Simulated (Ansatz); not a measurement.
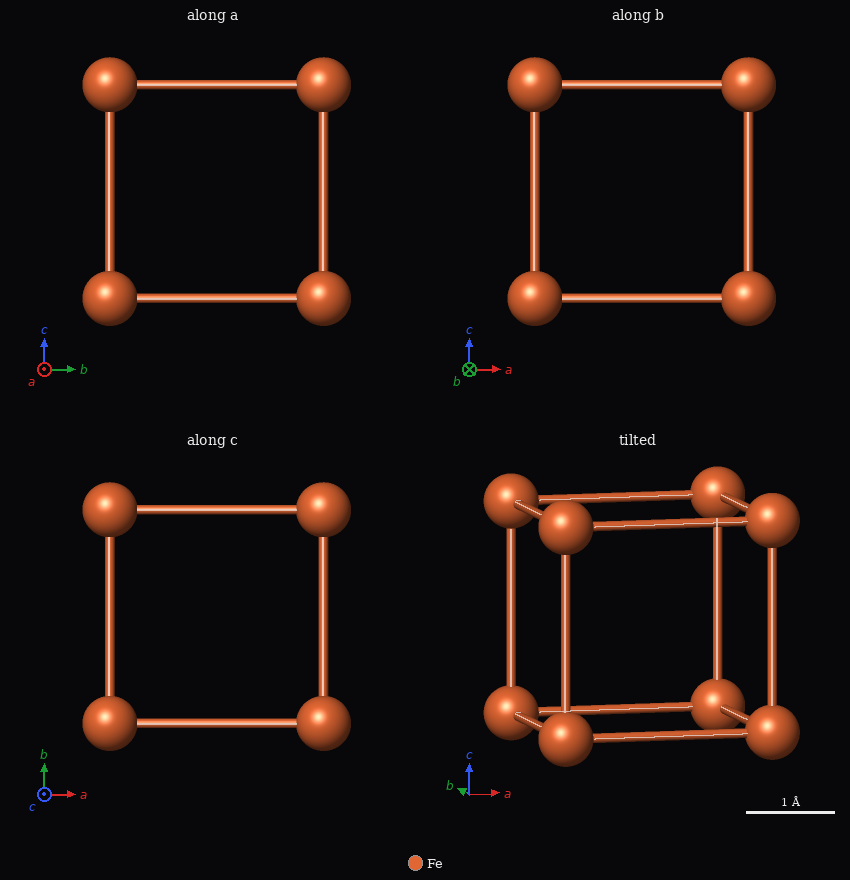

The structure above is drawn in ball-and-stick style and viewed along the a axis, along the b axis, along the c axis and slightly off an axis. The conventional unit cell is outlined; an atom on or near a face, edge or corner is repeated at each equivalent position.

Lattice parameters: a = 2.442 Å, b = 2.442 Å, c = 2.442 Å, α = 90.00°, β = 90.00°, γ = 90.00°.

Convert the drawing into a table of Wyckoff sites.

Answer. Space group Pm-3m (No. 221).
```
atom  site       x       y       z
  Fe    1a  0.0000  0.0000  0.0000
```

Origin of the cell: a structure type filled with this element by a generator (whether the element takes this form wasn't checked). Earlier steps of the study may have refined or changed the cell and positions. It was the input of a calculation with Ansatz.
